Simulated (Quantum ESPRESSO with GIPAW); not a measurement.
# Strain and the 63Cu shielding in CuI (Marshite)

The database entry behind the starting cell differs from later determinations by our own check (about 0.15 % long (mineral sample)), so it need not match the best structure at ambient conditions.

GIPAW runs (PBEsol, plane-wave PAW from pslibrary 1.0.0 recipes, cutoffs 55 and 330 Ry, one 12×12×12 mesh for all shielding runs; Quantum ESPRESSO with GIPAW, a patched development version; no spin-orbit coupling, no macroscopic shape term) on CuI (Marshite), space group F-43m before straining. The cell below is strained equally along all axes, and the atoms keep their fractional coordinates.

```
I Cu
1.0
     0.00000    3.03150    3.03150
     3.03150    0.00000    3.03150
     3.03150    3.03150    0.00000
I Cu
1 1
Direct
  0.00000 0.00000 0.00000
  0.25000 0.25000 0.25000
```

The cell is an entry of the Crystallography Open Database; it need not be the form that is stable at ambient conditions.

The bonds are those of Cu (atom 2; CuI4). One row is withheld.

| strain (%) | mean bond (Å) | σ_iso I (ppm) | σ_iso Cu (ppm) |
| --- | --- | --- | --- |
| -2 | 2.5728 | 4415.27 | 227.05 |
| -1.5 | 2.5860 | ? | ? |
| -1 | 2.5991 | 4399.30 | 291.09 |
| 0 | 2.6254 | 4385.00 | 355.55 |
| +0.5 | 2.6385 | 4378.40 | 387.86 |
| +1 | 2.6516 | 4372.22 | 420.20 |
| +2 | 2.6779 | 4360.76 | 484.73 |

**Task.** Fit σ_iso of Cu against strain, judge whether a straight line is enough, and predict the withheld row at -1.5 %.

1. With n = 6: Σx = 0.500, Σy = 2166.48, Σx² = 10.2500, Σxy = 838.400.

2. Slope b = (nΣxy − ΣxΣy)/(nΣx² − (Σx)²) = 64.44 ppm per %, intercept a = (Σy − bΣx)/n = 355.71 ppm.

3. Residuals (run less line), in the order of the table: +0.23, -0.18, -0.16, -0.07, +0.05, +0.13 ppm. They bend in one sense; the largest is 0.1 % of the range of σ, so a line serves for most purposes and a parabola takes up the rest: σ = 355.58 + 64.449 x + 0.078 x², with residuals of 0.11 ppm or less.

4. At -1.5 % (inside the fitted range) the line gives 259.04 ppm and the parabola 259.08 ppm.

5. The run gives:

| strain (%) | mean bond (Å) | σ_iso I (ppm) | σ_iso Cu (ppm) |
| --- | --- | --- | --- |
| -1.5 | 2.5860 | 4407.04 | 258.99 |

Prediction less run: the line misses by +0.05 ppm, the parabola by +0.09 ppm. By the parabola, a strain of +1 % changes σ of Cu by +64.53 ppm and one of −1 % by -64.37 ppm; the mean slope is +64.44 ppm per %, or 25 ppm for 0.01 Å of mean bond length. The shift moves the opposite way, scaled by the slope of a reference line. Over the table σ of I goes from 4415.27 to 4360.76 ppm. Zero strain is the database's lattice, not this functional's rest cell, and neither cutoff nor mesh was tested for the slopes. The omitted shape term, common to all sites, changes with strain too. This build of gipaw.x prints that it is not audited and that its numbers are no references by themselves.

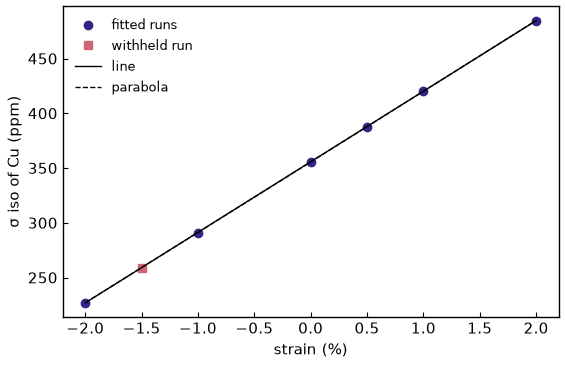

σ_iso of Cu against strain.

[Banner, clock, file and message-heading lines were taken out of the pw.x and gipaw.x logs.]

[Logs are printed without paths, hosts, clocks, repeated set-up lines and the standing remarks that a program may print on its own settings, such as how far it seeks lower states.]

[Hosts, paths, dates, database ids (printed as entryN), source tags and the programs' standing remarks are cut or masked in the printed files.]
